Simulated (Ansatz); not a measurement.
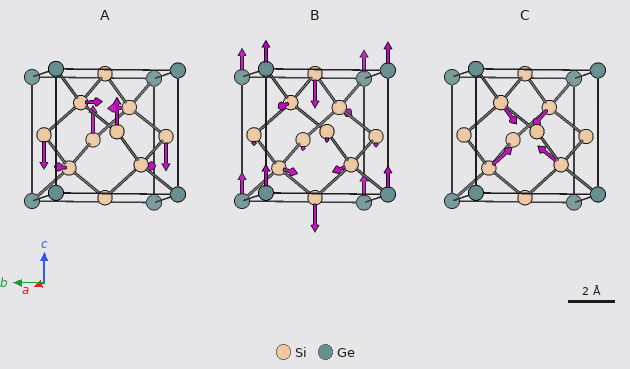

Modes of crystalline Si$_{7}$Ge, space group P-43m (No. 215), at the zone centre (one member of each degenerate set). The purple arrows are the displacements of the atoms (eigenvector over the root of the mass), of arbitrary overall length and sign. The picture is a ball-and-stick view of the cell of the calculation, seen from a free direction.

Level of theory: Ansatz 0.2.0, DFT PBEsol, scalar-relativistic, plane waves, PAW.

Frequencies are those without the non-analytic (LO–TO) term.

**Give the symmetry species and the selection rules of each.**

A is T₁, silent by symmetry (neither infrared- nor Raman-active) (452 cm⁻¹). B is T₂, infrared- and Raman-active by symmetry (111 cm⁻¹). C is A₁, Raman-active by symmetry (398 cm⁻¹).
